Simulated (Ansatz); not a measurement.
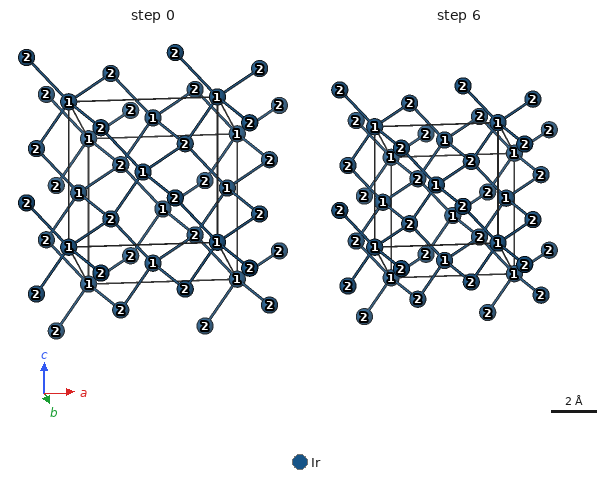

The structure of crystalline Ir (a generated structure, set up in Fd-3m) (coarse preliminary run) before (left) and after (right) a relaxation, at one scale.

A ball-and-stick model of the conventional cell (4 times the calculation's cell), seen from a free direction. Lengths and directions refer to the drawn axes.

Case: Sn → Ir on all its sites, cell and atoms relaxed.

All numbers below come from Ansatz 0.2.0, DFT PBE, scalar-relativistic, plane waves, PAW. (plane-wave cutoff 420 eV; k-point mesh 6 × 6 × 6; occupations gaussian; smearing width 0.1 eV; no spin polarisation; cell and atoms relaxed; force threshold 0.05 eV/Å; at most 60 steps)

Summarise the run.

Answer. No atom moves by more than 0.005 Å relative to the cell. Cell: a = b = c 6.723 → 5.572 Å (−17.1 %). Volume −43.1 %. Among the contacts that change: Ir1–Ir2 2.911 → 2.413 Å. The space group stays Fd-3m (No. 227). Over 5 accepted moves (6 points after the start) the energy falls by 2213 meV per atom. All forces vanish by symmetry, so only the cell relaxes. Pressure: −23.27 GPa at the start and 0.05 GPa at the end. At 1 point the geometry stayed and the basis and grid were re-selected for the new cell (energy shift of 3.2 meV per atom at most each time).
